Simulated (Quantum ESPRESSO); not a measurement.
# Single-point calculation of Ga₂O₃

System: Ga₂O₃ (5 atoms in the cell).
Method: Kohn-Sham DFT of a periodic cell, PBE, SSSP 1.3 efficiency PBE, no spin polarisation (Quantum ESPRESSO 7.5).

The structure was made by swapping elements on the sites of another compound; it need not be a known phase.

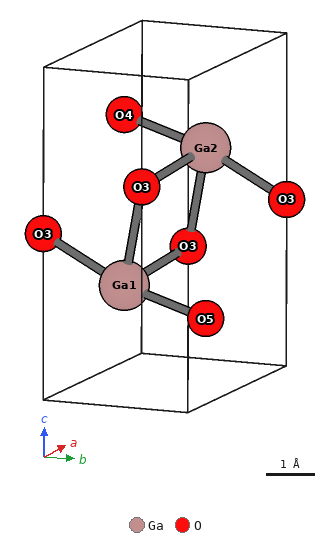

Figure 1. The structure (ball-and-stick view of the reduced cell, seen at an oblique angle; atoms are numbered from 1 in the order of the input). An atom can appear more than once, as a periodic image. Near neighbours in the periodic cell (some may lie outside the picture): Ga has 6 O at 2.06 to 2.31 Å; O has 6 Ga at 2.30 to 2.31 Å; O has 3 Ga at 2.06 to 2.07 Å.

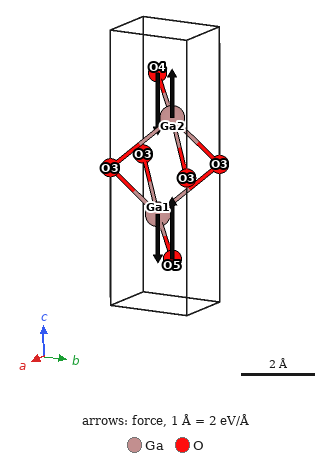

Figure 2. Forces on the atoms as black arrows (ball-and-stick view of the reduced cell, seen slightly off an axis; atoms are numbered from 1 in the order of the input). The largest act on O4, O5 (3.50 eV/Å); Ga1, Ga2 (2.76 eV/Å). The geometry is not a stationary point of this energy.

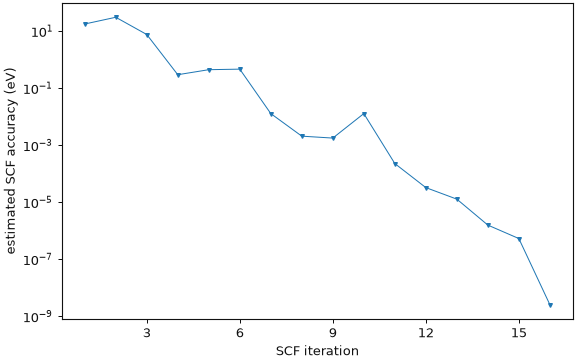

Figure 3. Convergence of the self-consistent field: estimated SCF accuracy against the iteration. The field takes 16 iterations in all.

These pictures come from the run below.

Input file
```
&CONTROL
  calculation = 'scf'
  prefix = 'pwscf'
  outdir = './tmp'
  pseudo_dir = './pseudo'
  tprnfor = .true.
  tstress = .true.
  disk_io = 'nowf'
/
&SYSTEM
  ibrav = 0
  nat = 5
  ntyp = 2
  ecutwfc = 70
  ecutrho = 560
  nbnd = 31
  occupations = 'smearing'
  smearing = 'fd'
  degauss = 0.00367493
/
&ELECTRONS
  conv_thr = 1d-09
  electron_maxstep = 120
  mixing_beta = 0.5
/
ATOMIC_SPECIES
Ga    69.7230 Ga.pbe-dn-kjpaw_psl.1.0.0.UPF
O     15.9990 O.pbe-n-kjpaw_psl.0.1.UPF
CELL_PARAMETERS angstrom
   2.6830187700   -1.5499431900    0.0000000000
   2.6830187700    1.5499431900    0.0000000000
  -0.0221418100    0.0000000000    7.6880715900
ATOMIC_POSITIONS crystal
Ga     0.6668480600    0.6668480600    0.3103706900
Ga     0.3331519400    0.3331519400    0.6896293100
O      0.0000000000    0.0000000000    0.5000000000
O      0.6681968600    0.6681968600    0.8236547200
O      0.3318031400    0.3318031400    0.1763452800
K_POINTS automatic
10 10 4 0 0 0
```

Command:
```bash
OMP_NUM_THREADS=1 pw.x -in pw.in > pw.out
```

Output
```
This program is part of the open-source Quantum ESPRESSO suite
     for quantum simulation of materials; please cite
         "P. Giannozzi et al., J. Phys.:Condens. Matter 21 395502 (2009);
         "P. Giannozzi et al., J. Phys.:Condens. Matter 29 465901 (2017);
         "P. Giannozzi et al., J. Chem. Phys. 152 154105 (2020);
          URL
     in publications or presentations arising from this work. More details at

     file Ga.pbe-dn-kjpaw_psl.1.0.0.UPF: wavefunction(s)  4S renormalized
     file O.pbe-n-kjpaw_psl.0.1.UPF: wavefunction(s)  2P renormalized
     Message from routine setup:
     using ibrav=0 with symmetry is DISCOURAGED, use correct ibrav instead

     G-vector sticks info
     --------------------
     sticks:   dense  smooth     PW     G-vecs:    dense   smooth      PW
     Sum        1333     661    211                96381    34175    5981

     Using Slab Decomposition

     bravais-lattice index     =            0
     lattice parameter (alat)  =       5.8554  a.u.
     unit-cell volume          =     431.5027 (a.u.)^3
     number of atoms/cell      =            5
     number of atomic types    =            2
     number of electrons       =        44.00
     number of Kohn-Sham states=           31
     kinetic-energy cutoff     =      70.0000  Ry
     charge density cutoff     =     560.0000  Ry
     scf convergence threshold =      1.0E-09
     mixing beta               =       0.5000
     number of iterations used =            8  plain     mixing
     Exchange-correlation= SLA  PW   PBX  PBC
                           (   1   4   3   4   0   0   0)

     celldm(1)=   5.855381  celldm(2)=   0.000000  celldm(3)=   0.000000
     celldm(4)=   0.000000  celldm(5)=   0.000000  celldm(6)=   0.000000

     crystal axes: (cart. coord. in units of alat)
               a(1) = (   0.865899  -0.500218   0.000000 )
               a(2) = (   0.865899   0.500218   0.000000 )
               a(3) = (  -0.007146   0.000000   2.481196 )

     reciprocal axes: (cart. coord. in units 2 pi/alat)
               b(1) = (  0.577434 -0.999564  0.001663 )
               b(2) = (  0.577434  0.999564  0.001663 )
               b(3) = ( -0.000000  0.000000  0.403031 )

     PseudoPot. # 1 for Ga read from file:
     Ga.pbe-dn-kjpaw_psl.1.0.0.UPF
     Pseudo is Projector augmented-wave + core cor, Zval = 13.0
     Generated using "atomic" code by A. Dal Corso  v.5.1
     Shape of augmentation charge: PSQ
     Using radial grid of 1205 points,  6 beta functions with:
                l(1) =   0
                l(2) =   0
                l(3) =   1
                l(4) =   1
                l(5) =   2
                l(6) =   2
     Q(r) pseudized with 0 coefficients

     PseudoPot. # 2 for O  read from file:
     O.pbe-n-kjpaw_psl.0.1.UPF
     Pseudo is Projector augmented-wave + core cor, Zval =  6.0
     Generated using "atomic" code by A. Dal Corso  v.5.0.99 svn rev. 10869
     Shape of augmentation charge: BESSEL
     Using radial grid of 1095 points,  4 beta functions with:
                l(1) =   0
                l(2) =   0
                l(3) =   1
                l(4) =   1
     Q(r) pseudized with 0 coefficients

     atomic species   valence    mass     pseudopotential
     Ga               13.00    69.72300     Ga( 1.00)
     O                 6.00    15.99900     O ( 1.00)

      4 Sym. Ops., with inversion, found

   Cartesian axes

     site n.     atom                  positions (alat units)
         1        Ga     tau(   1) = (   1.1526288   0.0000000   0.7700906  )
         2        Ga     tau(   2) = (   0.5720241   0.0000000   1.7111057  )
         3        O      tau(   3) = (  -0.0035729   0.0000000   1.2405982  )
         4        O      tau(   4) = (   1.1512967   0.0000000   2.0436491  )
         5        O      tau(   5) = (   0.5733561   0.0000000   0.4375473  )

     number of k points=   117  Fermi-Dirac smearing, width (Ry)=  0.0037

     Number of k-points >= 100: set verbosity='high' to print them.

     Dense  grid:    96381 G-vectors     FFT dimensions: (  45,  45, 120)

     Smooth grid:    34175 G-vectors     FFT dimensions: (  32,  32,  80)

     Initial potential from superposition of free atoms

     starting charge      43.9941, renormalised to      44.0000
     Starting wfcs are   30 randomized atomic wfcs +    1 random wfcs

     Self-consistent Calculation

     iteration #  1     ecut=    70.00 Ry     beta= 0.50
     Davidson diagonalization with overlap
     ethr =  1.00E-02,  avg # of iterations =  5.5

     total energy              =    -680.23290744 Ry
     estimated scf accuracy    <       1.33592935 Ry

     iteration #  2     ecut=    70.00 Ry     beta= 0.50
     Davidson diagonalization with overlap
     ethr =  3.04E-03,  avg # of iterations =  3.3

     total energy              =    -680.33723566 Ry
     estimated scf accuracy    <       2.25013193 Ry

     iteration #  3     ecut=    70.00 Ry     beta= 0.50
     Davidson diagonalization with overlap
     ethr =  3.04E-03,  avg # of iterations =  2.1

     total energy              =    -680.78624578 Ry
     estimated scf accuracy    <       0.56238426 Ry

     iteration #  4     ecut=    70.00 Ry     beta= 0.50
     Davidson diagonalization with overlap
     ethr =  1.28E-03,  avg # of iterations =  2.6

     total energy              =    -680.86013426 Ry
     estimated scf accuracy    <       0.02187506 Ry

     iteration #  5     ecut=    70.00 Ry     beta= 0.50
     Davidson diagonalization with overlap
     c_bands:  1 eigenvalues not converged
     c_bands:  1 eigenvalues not converged
     c_bands:  1 eigenvalues not converged
     ethr =  4.97E-05,  avg # of iterations = 11.6

     total energy              =    -680.94225645 Ry
     estimated scf accuracy    <       0.03305271 Ry

     iteration #  6     ecut=    70.00 Ry     beta= 0.50
     Davidson diagonalization with overlap
     ethr =  4.97E-05,  avg # of iterations =  1.1

     total energy              =    -680.93981939 Ry
     estimated scf accuracy    <       0.03471008 Ry

     iteration #  7     ecut=    70.00 Ry     beta= 0.50
     Davidson diagonalization with overlap
     ethr =  4.97E-05,  avg # of iterations =  1.1

     total energy              =    -680.94050819 Ry
     estimated scf accuracy    <       0.00093132 Ry

     iteration #  8     ecut=    70.00 Ry     beta= 0.50
     Davidson diagonalization with overlap
     ethr =  2.12E-06,  avg # of iterations =  7.9

     total energy              =    -680.94133824 Ry
     estimated scf accuracy    <       0.00015321 Ry

     iteration #  9     ecut=    70.00 Ry     beta= 0.50
     Davidson diagonalization with overlap
     ethr =  3.48E-07,  avg # of iterations =  5.1

     total energy              =    -680.94124050 Ry
     estimated scf accuracy    <       0.00013009 Ry

     iteration # 10     ecut=    70.00 Ry     beta= 0.50
     Davidson diagonalization with overlap
     ethr =  2.96E-07,  avg # of iterations =  6.0

     total energy              =    -680.94121956 Ry
     estimated scf accuracy    <       0.00093375 Ry

     iteration # 11     ecut=    70.00 Ry     beta= 0.50
     Davidson diagonalization with overlap
     ethr =  2.96E-07,  avg # of iterations =  5.0

     total energy              =    -680.94129225 Ry
     estimated scf accuracy    <       0.00001671 Ry

     iteration # 12     ecut=    70.00 Ry     beta= 0.50
     Davidson diagonalization with overlap
     ethr =  3.80E-08,  avg # of iterations =  4.8

     total energy              =    -680.94129607 Ry
     estimated scf accuracy    <       0.00000242 Ry

     iteration # 13     ecut=    70.00 Ry     beta= 0.50
     Davidson diagonalization with overlap
     ethr =  5.51E-09,  avg # of iterations =  3.1

     total energy              =    -680.94129677 Ry
     estimated scf accuracy    <       0.00000096 Ry

     iteration # 14     ecut=    70.00 Ry     beta= 0.50
     Davidson diagonalization with overlap
     ethr =  2.18E-09,  avg # of iterations =  1.7

     total energy              =    -680.94129674 Ry
     estimated scf accuracy    <       0.00000012 Ry

     iteration # 15     ecut=    70.00 Ry     beta= 0.50
     Davidson diagonalization with overlap
     ethr =  2.68E-10,  avg # of iterations =  5.2

     total energy              =    -680.94129676 Ry
     estimated scf accuracy    <       0.00000004 Ry

     iteration # 16     ecut=    70.00 Ry     beta= 0.50
     Davidson diagonalization with overlap
     ethr =  8.16E-11,  avg # of iterations =  4.1

     End of self-consistent calculation

     Number of k-points >= 100: set verbosity='high' to print the bands.

     the Fermi energy is     6.0350 ev

!    total energy              =    -680.94129677 Ry
     total all-electron energy =     -8227.811294 Ry
     estimated scf accuracy    <          1.9E-10 Ry
     smearing contrib. (-TS)   =      -0.00000000 Ry
     internal energy E=F+TS    =    -680.94129677 Ry

     The total energy is F=E-TS. E is the sum of the following terms:
     one-electron contribution =    -266.86955908 Ry
     hartree contribution      =     173.33397819 Ry
     xc contribution           =     -98.63333230 Ry
     ewald contribution        =    -236.86701738 Ry
     one-center paw contrib.   =    -251.90536621 Ry

     convergence has been achieved in  16 iterations

     Forces acting on atoms (cartesian axes, Ry/au):

     atom    1 type  1   force =    -0.00072449   -0.00000000   -0.10725576
     atom    2 type  1   force =     0.00072449    0.00000000    0.10725576
     atom    3 type  2   force =     0.00000000    0.00000000    0.00000000
     atom    4 type  2   force =    -0.00091402   -0.00000000   -0.13610151
     atom    5 type  2   force =     0.00091402   -0.00000000    0.13610151

     Total force =     0.245066     Total SCF correction =     0.000027

     Computing stress (Cartesian axis) and pressure

          total   stress  (Ry/bohr**3)                   (kbar)     P=     -190.54
  -0.00116380   0.00000000  -0.00000895         -171.20        0.00       -1.32
   0.00000000  -0.00116249   0.00000000            0.00     -171.01        0.00
  -0.00000895  -0.00000000  -0.00155951           -1.32       -0.00     -229.41

=------------------------------------------------------------------------------=
   JOB DONE.
=------------------------------------------------------------------------------=
```

Results in brief

```tsv
quantity	value
outcome	converged
space group (tolerance 0.01 Å)	C2/m (12)
electrons treated	44
free energy	−9264.6783 eV
Fermi energy	6.035 eV
gap on the k-point mesh	1.46 eV
pressure	−19.05 GPa
largest force (length of the vector)	3.499 eV/Å
hardware	1 thread of Arm Neoverse V1, 112 GiB of memory available, shared host
wall time	7.7 min
peak memory	0.61 GiB
```

The cell is under a tension of 19.1 GPa at this level, so it is not at its equilibrium volume.
